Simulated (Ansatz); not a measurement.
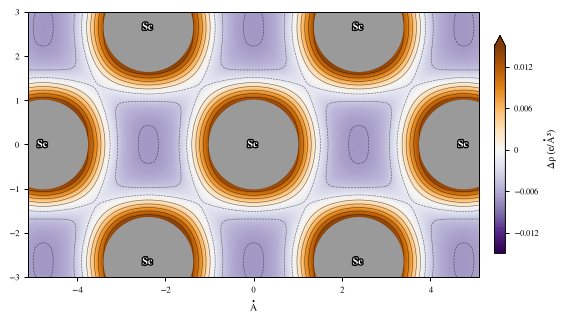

Sc: difference of two self-consistent densities at the same geometry, ρ(LDA) − ρ(r2SCAN), on the (110) plane of the conventional cell. Grey discs cover the cores, where the PAW densities can't be compared. Cores are masked to 1.0 Å (Sc).

Space group I4/mmm. This isn't the usual form at ambient conditions.

Both runs: Ansatz, scalar-relativistic, plane waves and PAW, same cutoff, k-points and PAW files (made with PBE).

Q: What differs between the two levels of theory?

A: Against r2SCAN, and outside the masked cores, the largest gain lies at the edge of the masked core of Sc, and the largest loss, 0.007 e/Å³, lies 2.4 Å from a scandium nucleus.
At this volume the pressure is −10 GPa with r2SCAN and −12 GPa with LDA.
